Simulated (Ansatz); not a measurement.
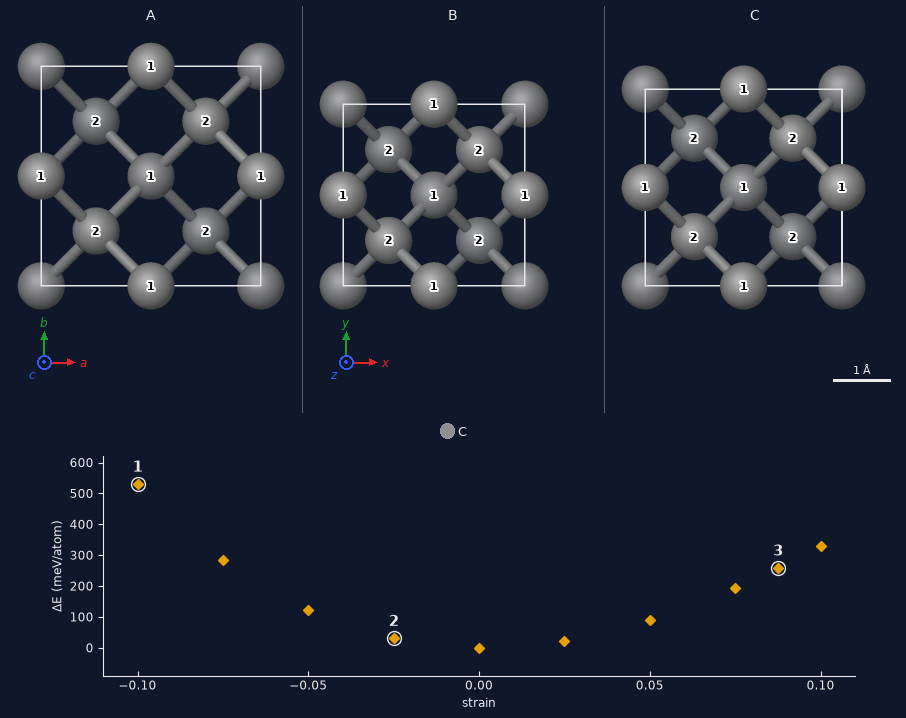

A crystal of C (Fd-3m): the cell is strained equally along x and y, with the atoms kept at their fractional coordinates. x, y and z are the Cartesian axes of the input. The frames are shuffled; the numbered points of the plot belong to them. Style: ball-and-stick. Shown: the conventional cell (4 times the calculation's cell), along the c axis. Lengths and directions refer to the drawn axes.

The calculation used DFT PBE, scalar-relativistic, plane waves, PAW in Ansatz. Settings: plane-wave cutoff 420 eV; k-point mesh 12 × 12 × 12; occupations gaussian; smearing width 0.05 eV; no spin polarisation. Energies (free energies at the smearing named) are counted from the cell as listed in its source, which wasn't relaxed.

### Match the frames to the points.

Point 1 is frame B (the strain −0.10, 530 meV/atom); 2 is frame C (the strain −0.025, 31 meV/atom); 3 is frame A (the strain 0.0875, 259 meV/atom). The lowest computed point lies at the strain 0.00 (0 meV/atom). The unrelaxed reference is under a pressure of 1.8 GPa, which tilts the curve. The distortion takes the space group from Fd-3m to I4_1/amd. At the strain −0.10 the cell of the drawing goes a 3.567 → 3.210 Å, b 3.567 → 3.210 Å.
